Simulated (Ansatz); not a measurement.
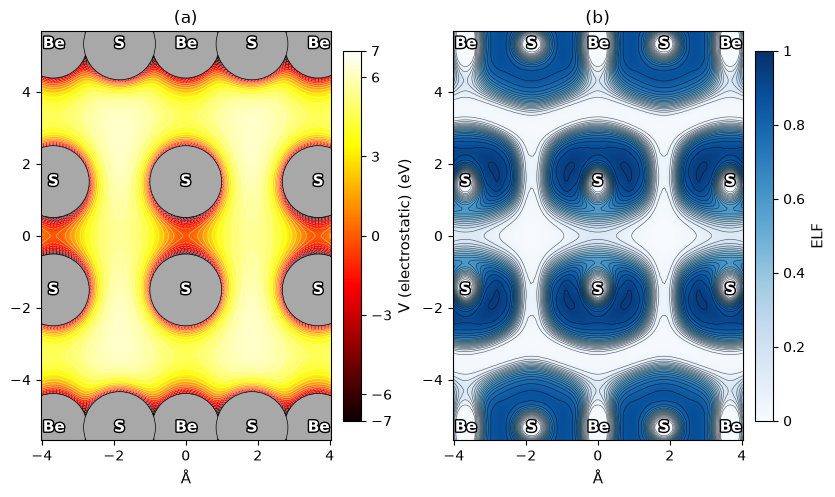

The picture shows: BeS₅. (a) electrostatic potential (local pseudopotential plus Hartree) felt by an electron; (b) electron localisation function on the (11̄0) plane of the conventional cell. Grey discs cover the atomic cores in the potential map.

Space group P4/mmm; a structure generated by program, which may or may not match a known phase.

Method: DFT PBE, scalar-relativistic, plane waves, PAW (Ansatz).

Core electrons are frozen (PAW), and the valence fields are smoothed inside the atomic spheres.

Input

```
crystal:
  lattice:
    - [7.4548290339, 0.0, 0.0]
    - [0.0, 7.4548290339, 0.0]
    - [0.0, 0.0, 3.688268318]
  atoms:
    - { symbol: Be, position: [0.5, 0.5, 0.0] }
    - { symbol: S, position: [0.5, 0.5, 0.5] }
    - { symbol: S, position: [0.1427582612, 0.1427582612, 0.0] }
    - { symbol: S, position: [0.8572417388, 0.8572417388, 0.0] }
    - { symbol: S, position: [0.8572417388, 0.1427582612, 0.0] }
    - { symbol: S, position: [0.1427582612, 0.8572417388, 0.0] }
basis:
  ecutwfc: 420
kpoints:
  mp_grid: { grid: [6, 6, 10] }
hamiltonian:
  xc: pbe
scf:
  occupations: { method: gaussian, width: 0.1 }
output:
  forces: true
  stress: true
  eigenvalues: true
  write_density: true
  write_potential: true
  elf: true
  volumetric_format: npy
relax:
  adjacent_minimum: "off"
  f_tol: 0.01
  max_steps: 80
  cell: { stress_tol: 0.05 }
```

Launched as:

```sh
ansatz run input.yaml --threads 1 --pin off --max-ram 2560MiB --backend cpu --events-out ev --progress --plain --runs-dir out
```

Below, planes, directions and counts refer to the conventional cell (a = 7.54 Å, b = 7.54 Å, c = 3.68 Å, α = 90.00°, β = 90.00°, γ = 90.00°).

The fields are those of the relaxed geometry.

### Describe what can be read from this map.

Atoms in the plane: Be and S.
Be–S (1.84 Å): the ELF peaks at about 0.90 in the valence shell of S, 0.9 Å from its nucleus, and is about 0.90 at the midpoint.
The ELF also peaks beside S, away from the bonds: lone-pair regions.
Outside the cores the potential energy rises away from the atoms and is highest about 2.1 Å from the nearest atoms; its zero is arbitrary.

### Metal or insulator at this level of theory?

It is gapless in this calculation (a metal or semimetal).
